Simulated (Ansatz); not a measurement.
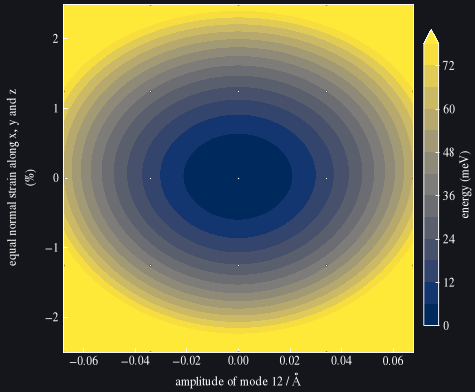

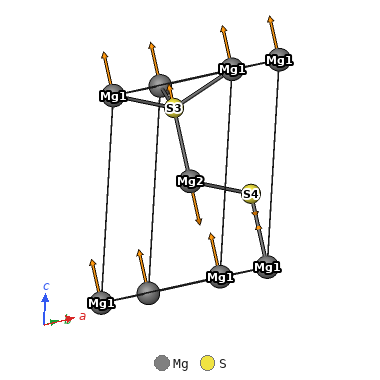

Energy landscape of MgS (F-43m, No. 216; 4 atoms in the cell). The energy is mapped over a normal mode and a strain (zone-centre modes of the 4-atom cell of this scan, which folds in the wave vector (0, 0, 1/2) of the primitive cell). Coordinates scanned: (1) amplitude of mode 12 (337 cm⁻¹), largest displacement in the unstrained cell; (2) equal normal strain along x, y and z. Nothing is relaxed (the pattern is fixed in fractional coordinates). The grid has 5 × 5 points; 15 points were computed and 10 follow by symmetry. Points are written as (first, second). Energies are in meV per cell, from the lowest grid point. The calculation used DFT PBEsol, scalar-relativistic, plane waves, PAW in Ansatz 0.2.0. Settings: cutoff 520 eV, k-mesh 9×9×8 in the order of the run's cell vectors, gaussian smearing 0.05 eV, no spin polarisation.

In the figure: filled contours, dots at the grid points, one colour for all values above the top of the scale. Between grid points the surface is interpolated. The second picture is the structure at the lowest point

> Describe this landscape.

The lowest grid point is at (0.000 Å, 0.00 %). It is the only kind of minimum in the scanned range. The highest grid point, (−0.068 Å, −2.50 %), lies 170 meV above the lowest. The gap on the k-mesh is 3.3 eV at the lowest point and runs from 2.8 to 3.7 eV over the map.

The values on the grid:

```tsv
second ↓, first →	−0.068	−0.034	0.000	0.034	0.068
2.50	135	97	85	97	135
1.25	77	36	22	36	77
0.00	60	15	0	15	60
−1.25	89	40	24	40	89
−2.50	170	117	99	117	170
```

Each point was launched as `ansatz run input.yaml --threads 1 --pin off --max-ram 2048MiB --backend cpu --events-out ev --progress --plain --runs-dir out`. Time for the 15 points that were run: 8.8 min on 1 thread of Arm Neoverse V2, on a shared host.
